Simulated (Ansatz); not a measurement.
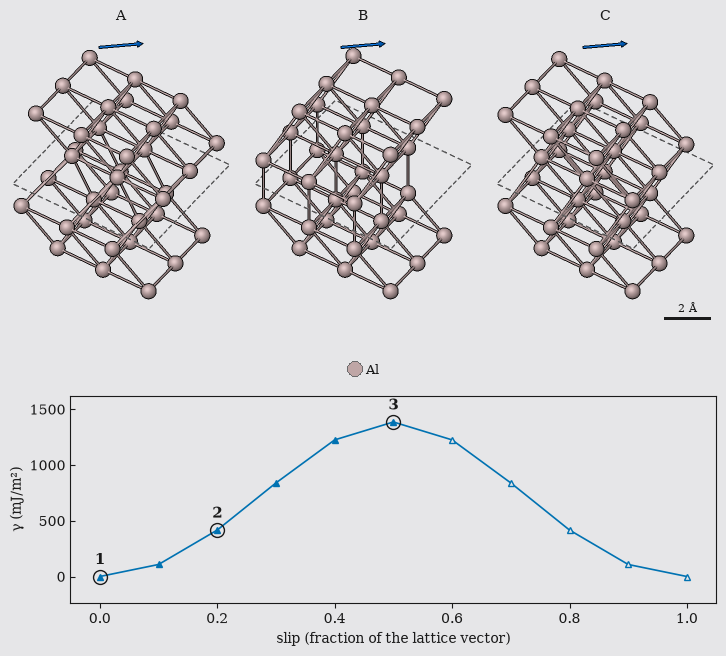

Energy scan for solid Al (Im-3m), in which the crystal above a cut along the (0 1 1) plane of the conventional cell (between a plane of Al below and one of Al above, 2.27 Å apart) is slid rigidly by fractions of an in-plane lattice vector 3.21 Å long (a generalised stacking fault). One cut stands in each cell, which starts 9.1 Å high; nothing is relaxed, and the dashed outline marks the cut, the arrow on top the direction of slip. The frames are shuffled; the numbered points of the plot belong to them. Hollow markers are points alike by symmetry, not computed again. The picture is a ball-and-stick view of the layers on both sides of the cut, seen obliquely from above.

Method: DFT PBEsol, scalar-relativistic, plane waves, PAW in Ansatz 0.2.0. (plane-wave cutoff 420 eV; k-point mesh 22 × 22 × 7; occupations gaussian; smearing width 0.15 eV; no spin polarisation). Energies (free energies at the smearing named) are counted from the relaxed crystal.

**Which frame belongs to which numbered point?**

Point 1 is frame C (the slip 0.00, 0 mJ/m²); 2 is frame A (the slip 0.20, 417 mJ/m²); 3 is frame B (the slip 0.50, 1386 mJ/m²). The curve starts and ends at zero, since a full lattice vector restores the crystal. Its highest computed point is 1386 mJ/m² at slip 0.50, which the unstable stacking-fault energy of this rigid path equals or slightly exceeds. No local minimum shows among the points, so there is no metastable fault on this line. The path is symmetric about half-way. Relaxation across the fault would lower the values.
